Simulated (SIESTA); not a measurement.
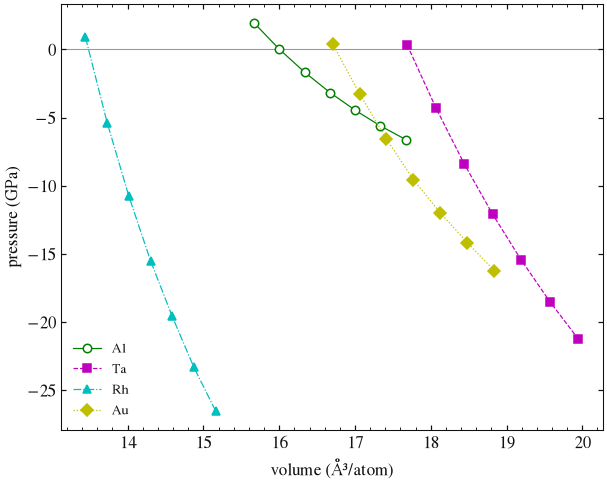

Plotted: pressure against volume, with one curve for each element, for Al, Au, Rh and Ta (all in space group P6_3/mmc (No. 194)).

How it was computed, with SIESTA 5.4.2: DFT in numerical atomic orbitals with pseudopotentials, no spin polarisation; energies at scaled volumes of the given cell, shape and fractions fixed, counted from the fit's minimum, third-order Birch-Murnaghan fit. Level: LDA.

- occupations: Fermi–Dirac
- smearing width: 0.05 eV
- potentials: PseudoDojo 0.4 standard, converted to PSML, two zetas on semicore shells

Settings that differ: Al: k mesh 11×11×6; Ta: k mesh 11×11×5; Rh: k mesh 11×11×6; Au: k mesh 11×11×6.

Tabulate the plotted points.

Al:
```csv
volume (Å³/atom),pressure (GPa)
15.67,1.94
16.00,0.01
16.34,-1.67
16.67,-3.16
17.00,-4.46
17.34,-5.61
17.67,-6.61
```

Ta:
```csv
volume (Å³/atom),pressure (GPa)
17.69,0.32
18.07,-4.26
18.44,-8.40
18.82,-12.11
19.19,-15.46
19.57,-18.50
19.95,-21.25
```

Rh:
```csv
volume (Å³/atom),pressure (GPa)
13.44,0.88
13.73,-5.37
14.02,-10.76
14.30,-15.50
14.59,-19.58
14.87,-23.32
15.16,-26.51
```

Au:
```csv
volume (Å³/atom),pressure (GPa)
16.70,0.42
17.06,-3.25
17.42,-6.57
17.77,-9.56
18.13,-11.99
18.48,-14.17
18.84,-16.23
```

Caveats: the fit and the printed pressures don't fully agree, or the minimum lies near the end of the range (Ta, Rh, Au); mulliken charges of long orbitals; short basis over semicore shells (Ta, Au); spin-orbit coupling left out, heavy elements (Au); shape and atomic fractions are frozen while scaling, which makes layered, chain and framework solids too stiff.
